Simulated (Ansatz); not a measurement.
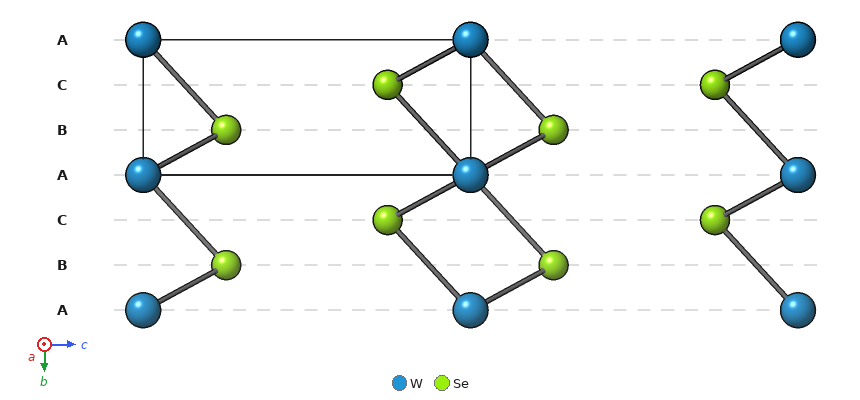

The picture looks along a close-packed row of the hexagonal mesh; c points to the right. The dashed lines mark the three columns A (0, 0), B (1/3, 2/3) and C (2/3, 1/3). The sequence starts with the first layer at or above the cell's origin.

WSe2: the end point of a relaxation with Ansatz 0.2.0, DFT PBEsol, scalar-relativistic, plane waves, PAW; the starting structure was generated, so it need not be a known form of this composition.

List the layers of one repeat.

Answer. W(A) – Se(B) – Se(C) (three layers in 6.79 Å).

How are the Se layers alone stacked?

Answer. Se layers alone: BC, the hexagonal type.

Which positions between or in the Se layers do the other atoms fill?

Answer. W: one octahedral site (per hexagonal cell). One of the two gaps between Se layers is empty, 3.35 Å wide.

What short polytype symbol fits?

Answer. Polytype symbol 1T, the symbol of a layered MX2 polytype (number of slabs in the repeat and lattice).
